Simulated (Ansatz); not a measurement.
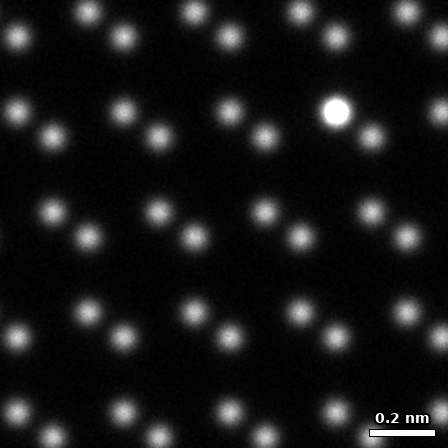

Dark-field STEM-like image of P (Fd-3m, No. 227) along [110]. The image is simulated as a sum over atoms of Z^1.6, blurred by a 0.62 Å probe (no channelling). The probe carries 15 % of its weight in a tail 2.5 times as wide. Shot noise was added.

The sample is 3 repeats (11.5 Å) thick. One point defect was put into the perfect crystal, without relaxing the atoms around it. Brightness is counted from the darkest point of the image. Host structure: the end point of a relaxation with DFT, r2SCAN, plane waves (500 eV) with PAW, scalar-relativistic in Ansatz 0.2.0; the starting structure was generated, so it need not be a known form of this composition.

**Where is the defect (in Å from the left and the top edge), and what does its contrast suggest?**

At about 11 Å from the left and 4 Å from the top. The column is brighter, which points to a heavier atom. The column holds 3 atoms (P) through the sample, and one P atom is replaced by Sb, so its peak rises to about 300 % of that of its equals.
